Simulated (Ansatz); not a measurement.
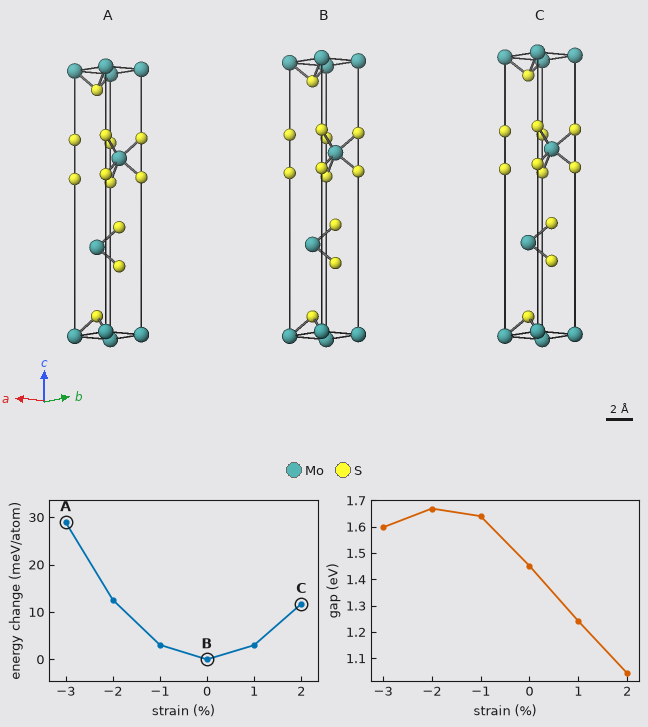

Members of a series of calculations on crystalline MoS₂ (set up in R3m), marked on the first curve. Style: ball-and-stick. Shown: the cell of the calculation, from a free direction.

Theory: Ansatz, DFT PBE, scalar-relativistic, plane waves, PAW. (plane-wave cutoff 420 eV; k-point mesh 12 × 12 × 2; occupations gaussian; smearing width 0.02 eV; no spin polarisation)

Q: Which kind of strain is it, and how does the structure respond?

A: Equal strain along all axes, cell held, atoms relaxed. A (strain −3.0 %): energy change 28.9 meV/atom, volume 19.88 Å³ per atom, gap 1.60 eV. B (strain 0.0 %): energy change 0.0 meV/atom, volume 21.78 Å³ per atom, gap 1.45 eV. C (strain 2.0 %): energy change 11.7 meV/atom, volume 23.12 Å³ per atom, gap 1.04 eV. The rest compares A with C. The drawn cell changes as follows: a = b 3.090 → 3.249 Å (+5.2 %), c 21.646 → 22.761 Å (+5.2 %); the volume changes by +16.3 %. Near-neighbour distances before and after: Mo–S 2.393 → 2.428 Å.
